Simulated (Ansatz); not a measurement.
# Tantalum, bcc under LDA: convergence with the plane-wave cutoff, part 2 of 2

Aim: find which plane-wave cutoff is enough for energy and pressure. The geometry was relaxed under LDA beforehand and stays fixed; 9 values are run, from 150 to 800 eV. Wanted are the values from which on the energy stays within 10 and 1 meV/atom, and the pressure within 0.5 GPa, of the last run. Within the series other settings stay, but some runs also write fields, which adds to their time. Spin polarisation is left out.

Ansatz 0.2.0; DFT LDA, plane waves with PAW, scalar-relativistic.

**7. Run at 350 eV**

The run at 350 eV.

input.yaml reads:

```yaml
crystal:
  lattice:
    - [-1.6276710318, 1.6276710318, 1.6276710318]
    - [1.6276710318, -1.6276710318, 1.6276710318]
    - [1.6276710318, 1.6276710318, -1.6276710318]
  atoms:
    - { symbol: Ta, position: [0.0, 0.0, 0.0] }
hamiltonian:
  xc: lda
  pseudopotentials:
    kind: paw
    azcp:
      Ta: "pseudopotentials/Ta.paw.azcp"
basis:
  ecutwfc: 350
  fft_grid_basis: typed
kpoints:
  mp_grid: { grid: [14, 14, 14], shift: [0, 0, 0] }
magnetization:
  spin_polarized: false
scf:
  occupations: { method: fermi_dirac, width: 0.1 }
  lower_state_search: "off"
output:
  stress: true
```

The run is started by

```console
> ansatz run input.yaml --threads 2 --pin off --max-ram 5120MiB --backend cpu --events-out ev --progress --plain --runs-dir out
```

Log, shortened:

```text
Warning: basis.ecutwfc = 350 eV is below the records' recommended 420 eV, and the density's cutoff is lower with it unless basis.ecutrho_ratio is high enough to keep the records' density cutoff: compare with a run at a higher cutoff
Warning: <dir> the record states the generating functional pbe (its physics header spells it `PBE`), which answers neither for hamiltonian.xc's functional nor for the lda family's — results may be inconsistent (PPs are generated against a specific XC)
Warning: RAYON_NUM_THREADS=2 ignored (pool sized by the plan → 2); use --threads N
[...]
Pseudopotentials: kind: paw
Pseudopotential: Ta, paw, valence charge 13, recommended cutoff 420 eV (normal), <dir>
Functional definition: SPW92
[...]
Crystal: 1 atoms, lattice volume = 17.249 Å³
Basis set: ecut = 350 eV, 249 PW (Γ)
Bands: 11, of which v1, the nominal top of the filled ones, is band 7 counted from 1 (6 counted from 0)
Symmetry: 48 space group operations
Space group: Im-3m (ITA 229), of the structure as read, at distance tolerance 2.6e-5 Å
k-points: 104 of 2744
[...]
SCF iter   1: F=—  HF=-9682.631379 eV  |F-HF|=—  |Δ(HF+E_count)|=         —  Δρ=4.82e-3  dr2=2.94e-3  ethr=1.77e-3  ⟨swp⟩=5.1  Hψ=6234  notcnv=0
[...]
SCF iter   6: F=-9682.630233 eV  HF=-9682.630233 eV  |F-HF|=4.77e-10  |Δ(HF+E_count)|=   2.93e-9  Δρ=1.67e-6  dr2=5.32e-10  ethr=4.56e-11  ⟨swp⟩=1.6  Hψ=3539  notcnv=0
[...]
SCF converged after 6 iterations
Free energy (F): -9682.630233 eV
[...]
E sigma→0 (E₀):  -9682.610646 eV
Entropy (-TS):   -0.039175 eV (-39.175 meV/atom)
Fermi energy:    19.226994 eV
[...]
--- Stress (GPa, compression-positive) ---
       -0.014781       0.000000      -0.000000
        0.000000      -0.014781      -0.000000
       -0.000000       0.000000      -0.014781
  P = ⅓ Tr σ = -0.0148 GPa (-0.148 kbar)
```

Run time: 0.8 s. Hardware: 2 threads of Arm Neoverse V1, shared host; peak memory 0.26 GiB.

**8. Run at 420 eV**

The run at 420 eV.

input.yaml: that of step 7 with these lines changed.

```diff
@@ -14,3 +14,3 @@
 basis:
-  ecutwfc: 350
+  ecutwfc: 420
   fft_grid_basis: typed
```

The run is started by

```console
> ansatz run input.yaml --threads 2 --pin off --max-ram 5120MiB --backend cpu --events-out ev --progress --plain --runs-dir out
```

Log, shortened:

```text
Warning: <dir> the record states the generating functional pbe (its physics header spells it `PBE`), which answers neither for hamiltonian.xc's functional nor for the lda family's — results may be inconsistent (PPs are generated against a specific XC)
Warning: RAYON_NUM_THREADS=2 ignored (pool sized by the plan → 2); use --threads N
[...]
Pseudopotentials: kind: paw
Pseudopotential: Ta, paw, valence charge 13, recommended cutoff 420 eV (normal), <dir>
Functional definition: SPW92
[...]
Crystal: 1 atoms, lattice volume = 17.249 Å³
Basis set: ecut = 420 eV, 321 PW (Γ)
Bands: 11, of which v1, the nominal top of the filled ones, is band 7 counted from 1 (6 counted from 0)
Symmetry: 48 space group operations
Space group: Im-3m (ITA 229), of the structure as read, at distance tolerance 2.6e-5 Å
k-points: 104 of 2744
[...]
SCF iter   1: F=—  HF=-9682.634766 eV  |F-HF|=—  |Δ(HF+E_count)|=         —  Δρ=4.82e-3  dr2=2.91e-3  ethr=1.77e-3  ⟨swp⟩=5.2  Hψ=6469  notcnv=0
[...]
SCF iter   6: F=-9682.633626 eV  HF=-9682.633626 eV  |F-HF|=2.35e-10  |Δ(HF+E_count)|=   2.74e-9  Δρ=1.19e-6  dr2=2.73e-10  ethr=4.22e-11  ⟨swp⟩=1.9  Hψ=3678  notcnv=0
[...]
SCF converged after 6 iterations
Free energy (F): -9682.633626 eV
[...]
E sigma→0 (E₀):  -9682.614041 eV
Entropy (-TS):   -0.039170 eV (-39.170 meV/atom)
Fermi energy:    19.226540 eV
[...]
--- Stress (GPa, compression-positive) ---
       -0.034762       0.000000       0.000000
        0.000000      -0.034762       0.000000
        0.000000      -0.000000      -0.034762
  P = ⅓ Tr σ = -0.0348 GPa (-0.348 kbar)
```

It took 0.84 s on 2 threads of Arm Neoverse V1, shared host; peak memory 0.27 GiB.

**9. Run at 500 eV**

The run at 500 eV.

input.yaml: that of step 8 with these lines changed.

```diff
@@ -14,3 +14,3 @@
 basis:
-  ecutwfc: 420
+  ecutwfc: 500
   fft_grid_basis: typed
```

The run is started by

```console
> ansatz run input.yaml --threads 2 --pin off --max-ram 5120MiB --backend cpu --events-out ev --progress --plain --runs-dir out
```

Log, shortened:

```text
Warning: <dir> the record states the generating functional pbe (its physics header spells it `PBE`), which answers neither for hamiltonian.xc's functional nor for the lda family's — results may be inconsistent (PPs are generated against a specific XC)
Warning: RAYON_NUM_THREADS=2 ignored (pool sized by the plan → 2); use --threads N
[...]
Pseudopotentials: kind: paw
Pseudopotential: Ta, paw, valence charge 13, recommended cutoff 420 eV (normal), <dir>
Functional definition: SPW92
[...]
Crystal: 1 atoms, lattice volume = 17.249 Å³
Basis set: ecut = 500 eV, 429 PW (Γ)
Bands: 11, of which v1, the nominal top of the filled ones, is band 7 counted from 1 (6 counted from 0)
Symmetry: 48 space group operations
Space group: Im-3m (ITA 229), of the structure as read, at distance tolerance 2.6e-5 Å
k-points: 104 of 2744
[...]
SCF iter   1: F=—  HF=-9682.635142 eV  |F-HF|=—  |Δ(HF+E_count)|=         —  Δρ=4.82e-3  dr2=2.89e-3  ethr=1.77e-3  ⟨swp⟩=5.2  Hψ=6544  notcnv=0
[...]
SCF iter   6: F=-9682.634068 eV  HF=-9682.634068 eV  |F-HF|=1.26e-10  |Δ(HF+E_count)|=   2.07e-9  Δρ=8.62e-7  dr2=1.45e-10  ethr=3.07e-11  ⟨swp⟩=2.0  Hψ=3731  notcnv=0
[...]
SCF converged after 6 iterations
Free energy (F): -9682.634068 eV
[...]
E sigma→0 (E₀):  -9682.614484 eV
Entropy (-TS):   -0.039168 eV (-39.168 meV/atom)
Fermi energy:    19.226451 eV
[...]
--- Stress (GPa, compression-positive) ---
       -0.038620      -0.000000      -0.000000
        0.000000      -0.038620       0.000000
        0.000000       0.000000      -0.038620
  P = ⅓ Tr σ = -0.0386 GPa (-0.386 kbar)
```

Run time: 1 s. Hardware: 2 threads of Arm Neoverse V1, shared host; peak memory 0.27 GiB.

**10. Run at 600 eV**

The run at 600 eV.

input.yaml: that of step 9 with these lines changed.

```diff
@@ -14,3 +14,3 @@
 basis:
-  ecutwfc: 500
+  ecutwfc: 600
   fft_grid_basis: typed
```

The run is started by

```console
> ansatz run input.yaml --threads 2 --pin off --max-ram 5120MiB --backend cpu --events-out ev --progress --plain --runs-dir out
```

Log, shortened:

```text
Warning: <dir> the record states the generating functional pbe (its physics header spells it `PBE`), which answers neither for hamiltonian.xc's functional nor for the lda family's — results may be inconsistent (PPs are generated against a specific XC)
Warning: RAYON_NUM_THREADS=2 ignored (pool sized by the plan → 2); use --threads N
[...]
Pseudopotentials: kind: paw
Pseudopotential: Ta, paw, valence charge 13, recommended cutoff 420 eV (normal), <dir>
Functional definition: SPW92
[...]
Crystal: 1 atoms, lattice volume = 17.249 Å³
Basis set: ecut = 600 eV, 603 PW (Γ)
Bands: 11, of which v1, the nominal top of the filled ones, is band 7 counted from 1 (6 counted from 0)
Symmetry: 48 space group operations
Space group: Im-3m (ITA 229), of the structure as read, at distance tolerance 2.6e-5 Å
k-points: 104 of 2744
[...]
SCF iter   1: F=—  HF=-9682.635392 eV  |F-HF|=—  |Δ(HF+E_count)|=         —  Δρ=4.85e-3  dr2=2.88e-3  ethr=1.77e-3  ⟨swp⟩=5.4  Hψ=6573  notcnv=0
[...]
SCF iter   6: F=-9682.634340 eV  HF=-9682.634340 eV  |F-HF|=5.82e-11  |Δ(HF+E_count)|=   1.49e-9  Δρ=5.92e-7  dr2=6.60e-11  ethr=2.21e-11  ⟨swp⟩=1.9  Hψ=3722  notcnv=0
[...]
SCF converged after 6 iterations
Free energy (F): -9682.634340 eV
[...]
E sigma→0 (E₀):  -9682.614756 eV
Entropy (-TS):   -0.039168 eV (-39.168 meV/atom)
Fermi energy:    19.226420 eV
[...]
--- Stress (GPa, compression-positive) ---
       -0.039134      -0.000000       0.000000
        0.000000      -0.039134      -0.000000
       -0.000000      -0.000000      -0.039134
  P = ⅓ Tr σ = -0.0391 GPa (-0.391 kbar)
```

Wall time 1.1 s (2 threads of Arm Neoverse V1, shared host); peak memory 0.28 GiB.

**11. Run at 800 eV**

The run at 800 eV.

input.yaml: that of step 10 with these lines changed.

```diff
@@ -14,3 +14,3 @@
 basis:
-  ecutwfc: 600
+  ecutwfc: 800
   fft_grid_basis: typed
```

The run is started by

```console
> ansatz run input.yaml --threads 2 --pin off --max-ram 5120MiB --backend cpu --events-out ev --progress --plain --runs-dir out
```

Log, shortened:

```text
Warning: <dir> the record states the generating functional pbe (its physics header spells it `PBE`), which answers neither for hamiltonian.xc's functional nor for the lda family's — results may be inconsistent (PPs are generated against a specific XC)
Warning: RAYON_NUM_THREADS=2 ignored (pool sized by the plan → 2); use --threads N
[...]
Pseudopotentials: kind: paw
Pseudopotential: Ta, paw, valence charge 13, recommended cutoff 420 eV (normal), <dir>
Functional definition: SPW92
[...]
Crystal: 1 atoms, lattice volume = 17.249 Å³
Basis set: ecut = 800 eV, 935 PW (Γ)
Bands: 11, of which v1, the nominal top of the filled ones, is band 7 counted from 1 (6 counted from 0)
Symmetry: 48 space group operations
Space group: Im-3m (ITA 229), of the structure as read, at distance tolerance 2.6e-5 Å
k-points: 104 of 2744
[...]
SCF iter   1: F=—  HF=-9682.635508 eV  |F-HF|=—  |Δ(HF+E_count)|=         —  Δρ=4.81e-3  dr2=2.85e-3  ethr=1.77e-3  ⟨swp⟩=5.4  Hψ=6641  notcnv=0
[...]
SCF iter   6: F=-9682.634521 eV  HF=-9682.634521 eV  |F-HF|=7.46e-11  |Δ(HF+E_count)|=   1.52e-9  Δρ=6.62e-7  dr2=8.07e-11  ethr=2.33e-11  ⟨swp⟩=1.9  Hψ=3709  notcnv=0
[...]
SCF converged after 6 iterations
Free energy (F): -9682.634521 eV
[...]
E sigma→0 (E₀):  -9682.614937 eV
Entropy (-TS):   -0.039168 eV (-39.168 meV/atom)
Fermi energy:    19.226390 eV
[...]
--- Stress (GPa, compression-positive) ---
       -0.041307       0.000000      -0.000000
        0.000000      -0.041307      -0.000000
        0.000000       0.000000      -0.041307
  P = ⅓ Tr σ = -0.0413 GPa (-0.413 kbar)
```

Run time: 1.5 s. Hardware: 2 threads of Arm Neoverse V1, shared host; peak memory 0.32 GiB.

**12. Convergence table**

Differences are taken from the run at 800 eV.

| cutoff (eV) | plane waves at Γ | E(σ → 0) (meV/atom) | P (GPa) | SCF cycles | CPU time |
| --- | --- | --- | --- | --- | --- |
| 150 | 79 | 8432.83 | -22.91 | 6 | 0.72 s |
| 200 | 135 | 1276.15 | 0.47 | 6 | 1.1 s |
| 250 | 141 | 127.26 | 0.39 | 6 | 0.98 s |
| 300 | 201 | 13.37 | 0.07 | 6 | 1.7 s |
| 350 | 249 | 4.29 | -0.01 | 6 | 1.3 s |
| 420 | 321 | 0.90 | -0.03 | 6 | 1.4 s |
| 500 | 429 | 0.45 | -0.04 | 6 | 1.7 s |
| 600 | 603 | 0.18 | -0.04 | 6 | 1.8 s |
| 800 | 935 | 0.00 | -0.04 | 6 | 2.8 s |

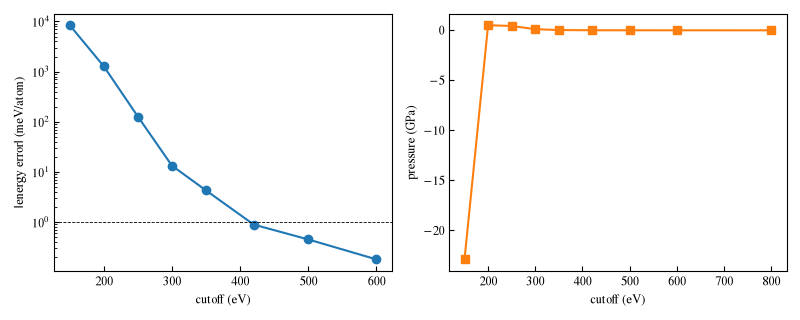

Energy and pressure against the plane-wave cutoff; the dashed line marks 1 meV/atom.

**13. Summary of results**

This closing draws on all 2 parts.

| quantity | value |
| --- | --- |
| E(σ → 0) stays within 10 meV/atom of 800 eV | from 350 eV on |
| E(σ → 0) stays within 1 meV/atom | from 420 eV on |
| pressure stays within 0.5 GPa | from 250 eV on |
| pressure at 800 eV | -0.04 GPa |
| CPU time, dearest over cheapest | 3.8 |
| run at the usual settings (mesh 22×22×22 against the series' 14×14×14, 420 eV) | +4.7 meV/atom from 800 eV, -0.28 GPa |

The far end, 150 eV, lies +8433 meV/atom and -22.9 GPa from the yardstick. The energy falls at each step up in cutoff, as the variational principle asks. 1 meV/atom is reached at 420 eV; energy differences often converge earlier, as errors cancel. The cell taken over is 5 % smaller than the measured one (18.06 Å³/atom, COD).
